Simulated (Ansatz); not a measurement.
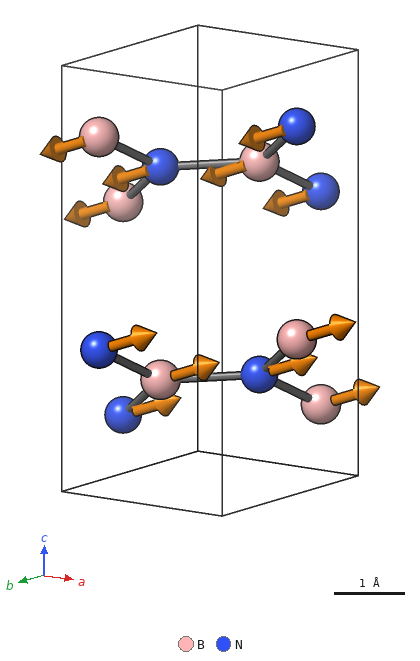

The lowest optical mode of crystalline BN, space group P6₃/mmc (No. 194), at the zone centre. The orange arrows are the displacements of the atoms (eigenvector over the root of the mass), of arbitrary overall length and sign. A ball-and-stick model of the cell of the calculation, seen from a free direction.

Computed with DFT PBE, scalar-relativistic, plane waves, PAW (Ansatz 0.2.0).

The input:
```yaml
crystal:
  lattice:
    - [2.5039917043, 0.0, 0.0]
    - [-1.2519958522, 2.1685204268, 0.0]
    - [0.0, 0.0, 6.6612]
  atoms:
    - { symbol: B, position: [0.3333333333, 0.6666666667, 0.25] }
    - { symbol: B, position: [0.6666666667, 0.3333333333, 0.75] }
    - { symbol: "N", position: [0.3333333333, 0.6666666667, 0.75] }
    - { symbol: "N", position: [0.6666666667, 0.3333333333, 0.25] }
basis:
  ecutwfc: 420
kpoints:
  mp_grid: { grid: [12, 12, 4] }
hamiltonian:
  xc: pbe
scf:
  occupations: { method: gaussian, width: 0.05 }
output:
  eigenvalues: true
phonons:
  method: fd
  supercell: [1, 1, 1]
  amplitude: 0.02
  eigenvectors: true
  dielectric: false
```

Command:
```bash
ansatz run input.yaml --threads 2 --pin off --max-ram 5120MiB --backend cpu --events-out ev --progress --plain --runs-dir out
```

Frequencies are those without the non-analytic (LO–TO) term.

**Is this crystal at a minimum with respect to the drawn distortion?**

Yes: this softest mode has a real frequency, and so have all others here. That speaks for this wave vector alone: the rest of the zone wasn't checked in this run. This is the E₂g mode (doubly degenerate; one member of the set is drawn) at 45 cm⁻¹, the lowest optical level, Raman-active by symmetry. All motion is along b; whole layers move rigidly against one another; the kinetic energy is shared as N 56 %, B 44 %.

Limits of the set-up: layers or molecules are held without a dispersion correction, so their spacing is unreliable.
